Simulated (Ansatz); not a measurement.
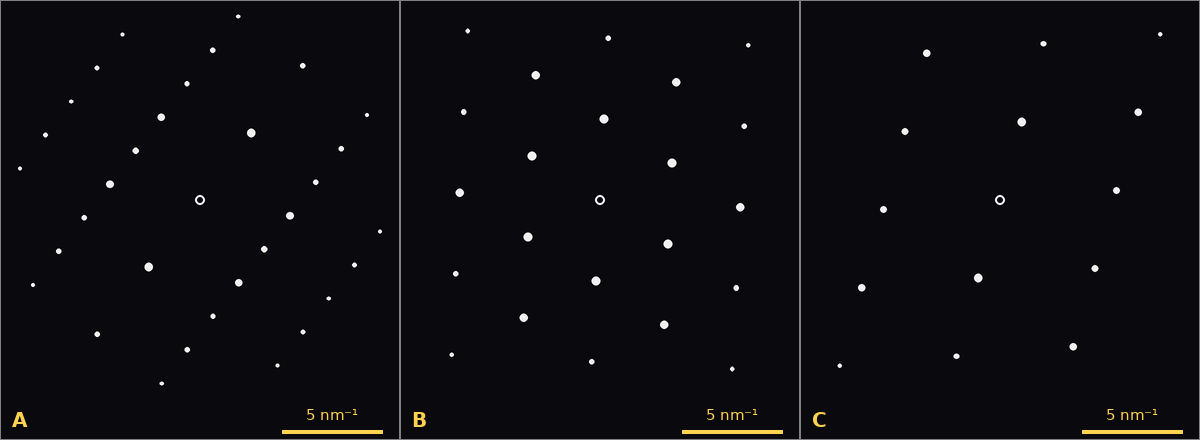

The patterns are kinematic simulations for 120 kV electrons (no multiple scattering; isotropic B = 0.5 Å²).

All three come from Al, space group P6_3/mmc (No. 194), a = 2.849 Å, c = 4.739 Å (hexagonal axes). Structure: coordinates from a relaxation at fixed volume with Ansatz 0.2.0, DFT PBE, spin-orbit coupling, plane waves, PAW; the starting structure was generated, so it need not be a known form of this composition.

Q: Assign the zone axes [001], [100], [201] to A, B and C.

A: A is [100]: rectangular net of 0 0 1 (itself extinct) at d = 4.74 Å and 0 1 0 at d = 2.47 Å, at 90.0°. B is [001]: hexagonal net of 1 -1 0 at d = 2.47 Å and 1 0 0 at d = 2.47 Å, at 60.0°. C is [201]: centred rectangular net of 0 1 0 at d = 2.47 Å and 1 0 -2 at d = 1.71 Å, at 69.7°.
